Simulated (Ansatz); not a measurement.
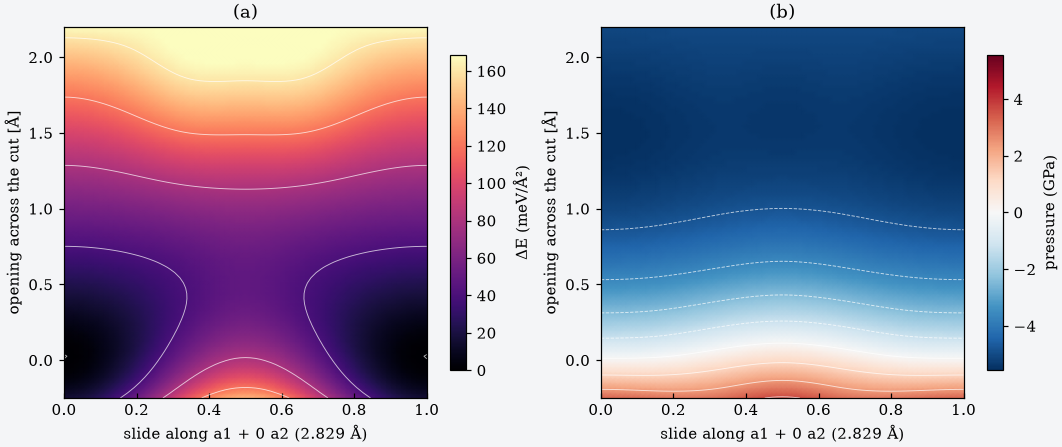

Ti (Fm-3m, No. 225; 6 atoms in the cell). Rigid slide and opening across a plane, one cut a cell; the plane is (0 0 1) of the conventional cell. Coordinates scanned: (1) slide along a1 + 0 a2 (2.829 Å); (2) opening across the cut. Nothing is relaxed (rigid halves). The grid has 6 × 5 points; 20 points were computed and 10 follow by symmetry. Points are written as (first, second). Energies: meV/Å², counted from the lowest grid point. The calculation used DFT LDA, scalar-relativistic, plane waves, PAW (Ansatz 0.2.0). Settings: cutoff 520 eV, k-mesh 15×15×4 in the order of the run's cell vectors, gaussian smearing 0.15 eV, no spin polarisation.

Panel (a) is the energy and panel (b) the computed pressure on the same grid.

In the figure: a smooth colour map with a few white contour lines. Between grid points the surface is interpolated.

How does the pressure vary over the map, and what is it at the lowest grid point?

It runs from −5.1 GPa at (0.000, 1.00 Å) to 3.7 GPa at (0.500, −0.25 Å). At the lowest grid point, (0.000, 0.00 Å), it is 0.1 GPa.

```csv
"second ↓, first →",0/6,1/6,2/6,3/6,4/6,5/6
2.20,−5.1,−5.1,−5.0,−5.0,−5.0,−5.1
1.00,−5.1,−5.0,−4.9,−4.8,−4.9,−5.0
0.40,−2.9,−2.8,−2.4,−2.2,−2.4,−2.8
0.00,0.1,0.2,0.7,1.0,0.7,0.2
−0.25,3.2,3.0,3.1,3.7,3.1,3.0
```

PAW datasets: the set soft_1.
